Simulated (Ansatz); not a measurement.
**Band-structure calculation, with input and output: Sb**

Sb (2 atoms in the cell), computed with DFT, PBEsol, PAW with Ansatz's default frozen-core files, scalar-relativistic, no spin polarisation (Ansatz 0.2.0).

The structure derives from an entry of the Crystallography Open Database. It belongs to a series of runs on one base structure; here: functional pbesol, PAW files. Figures and captions count atoms from 1; the log counts them from 0 in places.

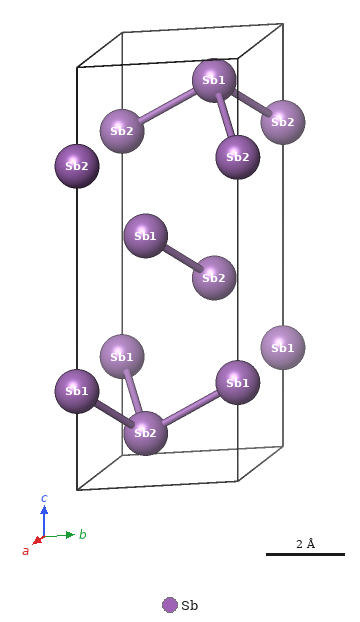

Figure 1. The input geometry (ball-and-stick view of the cell 3 times as large as that of the calculation, set on its symmetry axes, seen slightly off an axis; atoms are numbered from 1 in the order of the input). An atom can appear more than once, as a periodic image. Near neighbours in the periodic cell (some may lie outside the picture): Sb has 3 Sb at 2.90 Å.

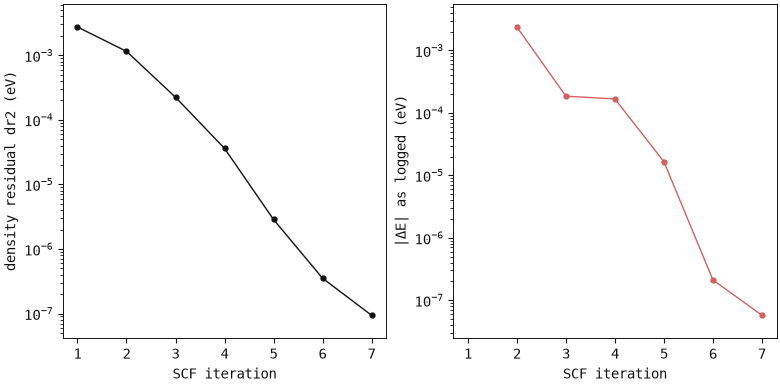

Figure 2. Convergence of the self-consistent field: density residual dr2 and size of the energy change against the SCF iteration. The residual falls at every step.

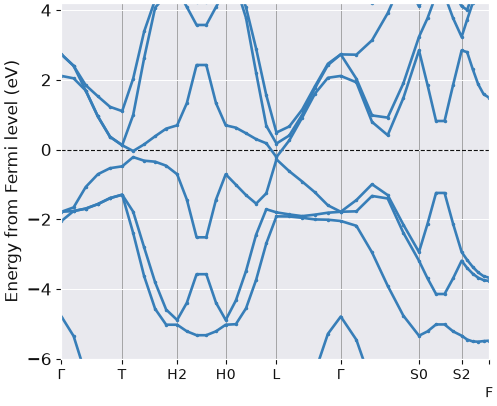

Figure 3. Band structure along Γ–T–H2–H0–L–Γ–S0–S2–F, with energies from the Fermi level.

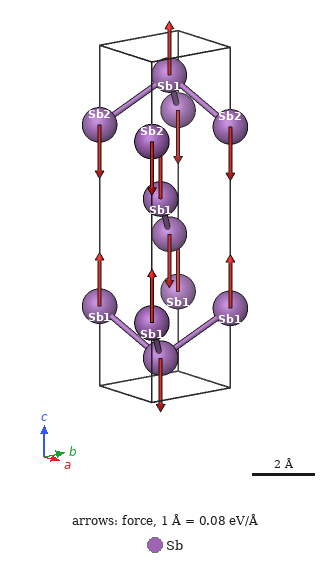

Figure 4. Forces on the atoms as red arrows (ball-and-stick view of the cell 3 times as large as that of the calculation, set on its symmetry axes, seen slightly off an axis; atoms are numbered from 1 in the order of the input). The largest act on Sb1, Sb2 (0.14 eV/Å). The geometry is not a stationary point of this energy.

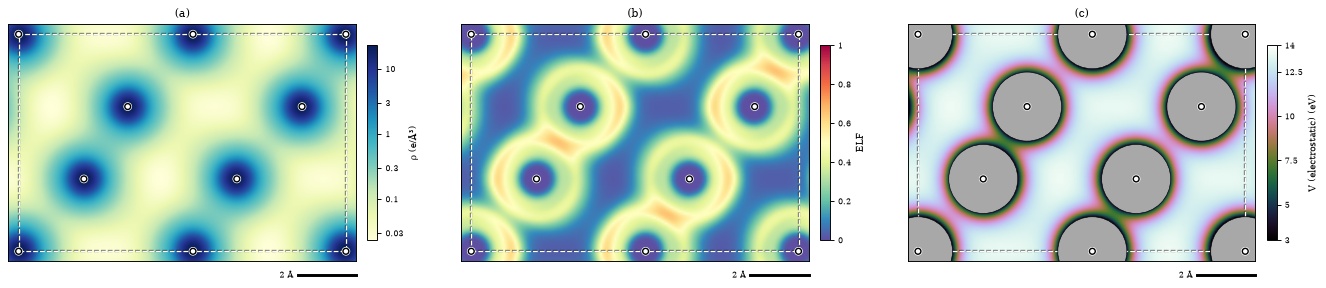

Figure 5. (a) valence pseudo-density; (b) electron localisation function; (c) electrostatic potential energy of an electron on the (110) plane of the conventional cell. Circles mark the nuclei in the plane (Sb). Grey discs, where drawn, cover atomic cores. Sb–Sb (2.90 Å): ρ at the midpoint is about 0.35 e/Å³; the ELF peaks at about 0.65 between the atoms. Away from the nuclei the density in this plane falls to 0.02 e/Å³ at its lowest. Outside the cores the potential energy rises away from the atoms and is highest about 2.6 Å from the nearest atoms; outside the discs it spans about 10 eV, and its zero is arbitrary. In a PAW calculation such maps are meaningful between the atoms, not at the nuclei.

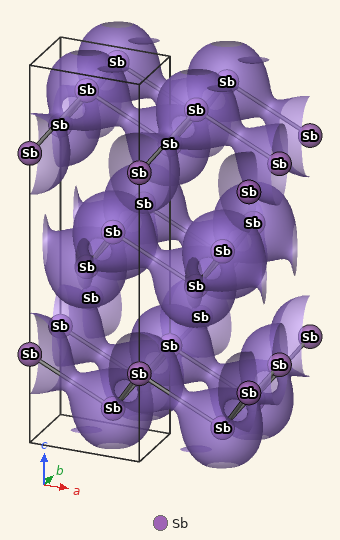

Figure 6. Isosurface of the valence charge density (pseudo) at 0.3 e/Å³ (purple), seen slightly off an axis. Sticks mark near contacts. The outline is the cell set on symmetry axes. At this value the density is joined into sheets; it holds about 80 % of the electrons treated as valence (semicore included). On the grid the lowest density along these lines, outside the cores, is 0.35 e/Å³ (Sb–Sb, 2.90 Å).

The input that produced these results follows, with the program's output.

### Input file
```yaml
crystal:
  lattice:
    - [2.150600332, 1.2416496806, 3.744]
    - [-2.150600332, 1.2416496806, 3.744]
    - [0.0, -2.4832993611, 3.744]
  atoms:
    - { symbol: Sb, position: [0.23364, 0.23364, 0.23364] }
    - { symbol: Sb, position: [0.76636, 0.76636, 0.76636] }
kpoints:
  mp_grid: { grid: [9, 9, 9] }
  band_path:
    path:
      - [0.0, 0.0, 0.0]
      - [0.5, 0.5, 0.5]
      - [0.7600111779, 0.2399888221, 0.5]
      - [0.5, -0.2399888221, 0.2399888221]
      - [0.5, 0.0, 0.0]
      - [0.0, 0.0, 0.0]
      - [0.369994411, -0.369994411, 0.0]
      - [0.630005589, 0.0, 0.369994411]
      - [0.5, 0.0, 0.5]
    npoints: 5
scf:
  occupations: { method: fermi_dirac, width: 0.05 }
hamiltonian:
  xc: pbesol
  pseudopotentials: { kind: paw }
output:
  forces: true
  stress: true
  eigenvalues: true
  efg: { contact_densities: true }
  write_density: true
  write_potential: true
  elf: true
  volumetric_format: npy
```

Launched with:
```bash
ansatz run input.yaml --threads 1 --pin off --max-ram 2048MiB --backend cpu --events-out ev --progress --plain --runs-dir out
```

### The program's output
```
Sb: output.efg is read without spin–orbit coupling, which moves field gradients at and beside such atoms by some per cent and up to a factor of two; PAW files take it under magnetization.noncollinear and magnetization.spin_orbit
Engine: ansatz 0.2.0, x86_64-unknown-linux-gnu
Pseudopotentials: kind: paw
Pseudopotential: Sb, paw, valence charge 15, recommended cutoff 420 eV (normal), Sb.paw.azcp
Functional definition: PBEsol
  exchange = pbesol_x
  correlation = pbesol_c
Crystal: 2 atoms, lattice volume = 59.985 Å³
Basis set: ecut = 420 eV, 1171 PW (Γ), exchange–correlation on 64×64×64 points (8 copies of the dense FFT grid, shifted against one another)
Bands: 19, of which v1, the nominal top of the filled ones, is band 15 counted from 1 (14 counted from 0)
Symmetry: 12 space group operations
Space group: R-3m (ITA 166), of the structure as read, at distance tolerance 3.9e-5 Å
k-points: 85 of 729
Non-local potential: Sb, projectors of the file, l = 0: 2, l = 1: 2, l = 2: 2, l = 3: 2
PAW form: soft (Blöchl's): semilocal exchange-correlation on the pseudo side does not see the compensation charge
PAW frozen core: Sb, regenerated for the run's functional, and the local potential with it (the file was generated under x = pbe(κ = 0.804, μ = 0.2195149727645171), c = pbe(β = 0.06672455060314922))
PAW one-centre angular grid: Sb, 590 points (default); XC on 64 Gauss nodes
Initial density: superposition of atomic densities (neutral atoms: chi_scale 0, normalization atom), corrected by the library's trained network
Initial wavefunctions: pseudopotential atomic-orbital guess
Functional: x = pbesol(κ = 0.804, μ = 0.12345679012345678), c = pbesol(β = 0.046)
SCF iter   1: F=—  HF=-12816.175856 eV  |F-HF|=—  |Δ(HF+E_count)|=         —  Δρ=2.52e-3  dr2=2.74e-3  ethr=1.77e-3  ⟨swp⟩=6.3  Hψ=8491  notcnv=0
preconditioner: auto → Kerker (q_TF=auto, 2.431 Å⁻¹)  [metal: Δε(μ)=0.053 eV  Ē_g=8.688 eV  σ=0.050 eV  W_gap=0.25  n_scr=14 (ndim 8)  ℏωp=15.2 eV  f_vac=0.002  D(μ)=0.22/eV (n_scr^D=0)]
SCF iter   2: F=—  HF=-12816.173489 eV  |F-HF|=—  |Δ(HF+E_count)|=   2.37e-3  Δρ=1.74e-3  dr2=1.15e-3  ethr=9.14e-6  ⟨swp⟩=2.7  Hψ=3678  notcnv=0
SCF iter   3: F=—  HF=-12816.173304 eV  |F-HF|=—  |Δ(HF+E_count)|=   1.85e-4  Δρ=8.66e-4  dr2=2.24e-4  ethr=3.82e-6  ⟨swp⟩=2.0  Hψ=2891  notcnv=0
SCF iter   4: F=—  HF=-12816.173137 eV  |F-HF|=—  |Δ(HF+E_count)|=   1.67e-4  Δρ=2.99e-4  dr2=3.61e-5  ethr=7.47e-7  ⟨swp⟩=2.0  Hψ=2867  notcnv=0
SCF iter   5: F=—  HF=-12816.173120 eV  |F-HF|=—  |Δ(HF+E_count)|=   1.65e-5  Δρ=4.88e-5  dr2=2.86e-6  ethr=1.20e-7  ⟨swp⟩=2.0  Hψ=2891  notcnv=0
SCF iter   6: F=—  HF=-12816.173120 eV  |F-HF|=—  |Δ(HF+E_count)|=   2.11e-7  Δρ=1.74e-5  dr2=3.52e-7  ethr=9.52e-9  ⟨swp⟩=2.2  Hψ=2234  notcnv=0
SCF iter   7: F=-12816.173120 eV  HF=-12816.173120 eV  |F-HF|=9.38e-8  |Δ(HF+E_count)|=   5.74e-8  Δρ=1.62e-5  dr2=9.39e-8  ethr=3.33e-10  ⟨swp⟩=9.4  Hψ=10973  notcnv=0
SCF 1 converged in 7 iterations: F = -12816.173120 eV  dr2 = 9.39e-8
  greatest PAW one-centre occupation: 0.996 electrons in one spin orbital (limit 2), on the Sb atom at site 1 (counted from 0), in its partial waves of l = 2
NSCF: frozen V_eff on 41 k-points
SCF converged after 7 iterations
Free energy (F): -12816.173120 eV
Harris-Foulkes:  -12816.173120 eV  (|F-HF|=9.38e-8)
Internal energy: -12816.171365 eV  (E = F + TS)
E sigma→0 (E₀):  -12816.172242 eV
Entropy (-TS):   -0.001755 eV (-0.878 meV/atom)
Fermi energy:    10.022284 eV
--- Per-component energies (eV) ---
  E_band       = -338.702670
  E_kinetic    = 415.090911
  E_local      = -3186.495380  (includes V_loc(G=0)·N_el)
  E_nonlocal   = 728.140693
  E_hartree    = 1442.912948
  E_xc         = -275.182059
  E_vxc        = -193.503840  (∫ρ·V_xc dr)
  E_paw        = -8999.111755  (= ΣΔE_a)
  E_vpaw       = -987.779238  (= ΣTr[D̂ρ^β])
  E_aug_tail   = -0.000004  (compensation charges beyond the density's cutoff)
  E_ewald      = -2942.190433
  E_core_change = 0.663714  (= ΣΔE_core)
  E_smearing   = -0.001755  (= −TS)
  E_closure    = -0.000000  (closes the sum)
  Σ components = -12816.173120   (vs F -12816.173120, Δ=0.00e0)
--- Forces (eV/Å), atoms counted from 1 ---
  atom   1  Sb     0.00000000     0.00000000     0.14397717
  atom   2  Sb    -0.00000000    -0.00000000    -0.14397717
  max |Σ_I F_I| component: 2.78e-17 eV/Å
--- Stress (GPa, compression-positive) ---
        0.580371       0.000000      -0.000000
        0.000000       0.580371      -0.000000
       -0.000000      -0.000000       0.085182
  P = ⅓ Tr σ = 0.4153 GPa (4.153 kbar)
--- PAW observables at the nuclei: V_zz in 10²¹ V/m², potentials from the cell's mean, atoms counted from 1 ---
  atom   1  Sb V_zz =    -4.709943   η = 0.0000   by run symmetry: allowed
            electrostatic potential = -8409.679627 V   contact ρ = 1348193.210490 e/Å³
  atom   2  Sb V_zz =    -4.709943   η = 0.0000   by run symmetry: allowed
            electrostatic potential = -8409.679627 V   contact ρ = 1348193.210490 e/Å³
--- Band table (eV; the first three rows and the last of 85) ---
  k-point 0: bands = ["-19.3430", "-19.3430", "-19.2517", "-19.2517", "-19.2270", "-19.1351", "-19.1351", "-19.1293", "-19.0530", "-19.0530", "-2.7496", "5.2331", "7.9730", "8.2375", "8.2375", "12.1333", "12.7506", "12.7506", "15.1417"]
  k-point 1: bands = ["-19.3379", "-19.3358", "-19.2492", "-19.2475", "-19.2239", "-19.1384", "-19.1374", "-19.1325", "-19.0603", "-19.0585", "-2.6120", "4.6339", "8.0116", "8.2053", "8.4624", "12.0557", "12.3822", "12.4233", "14.6208"]
  k-point 2: bands = ["-19.3240", "-19.3150", "-19.2428", "-19.2357", "-19.2146", "-19.1480", "-19.1471", "-19.1389", "-19.0804", "-19.0733", "-2.2024", "3.3714", "8.0231", "8.1431", "8.8678", "11.4795", "11.6172", "11.6823", "14.7460"]
  k-point 84: bands = ["-19.2933", "-19.2922", "-19.2325", "-19.2304", "-19.2060", "-19.1504", "-19.1498", "-19.1480", "-19.1084", "-19.1071", "-1.0816", "1.0810", "7.2230", "8.2811", "9.2821", "10.7202", "10.9076", "12.4725", "16.4588"]
```

### Results in brief

| quantity | value |
| --- | --- |
| outcome | converged |
| space group (tolerance 0.01 Å) | R-3m (166) |
| electrons treated | 30 |
| free energy | −12816.1731 eV |
| Fermi energy | 10.022 eV |
| pressure | 0.42 GPa |
| field gradient V_zz (10²¹ V/m²) | Sb −4.71, Sb −4.71 |
| largest force (length of the vector) | 0.144 eV/Å |
| hardware | 1 thread of AMD EPYC (Zen 5), 32 GiB of memory available, shared host |
| wall time | 2.9 s |
| peak memory | 0.46 GiB |

### Notes

Warnings of the run: the field gradients leave out spin–orbit coupling.
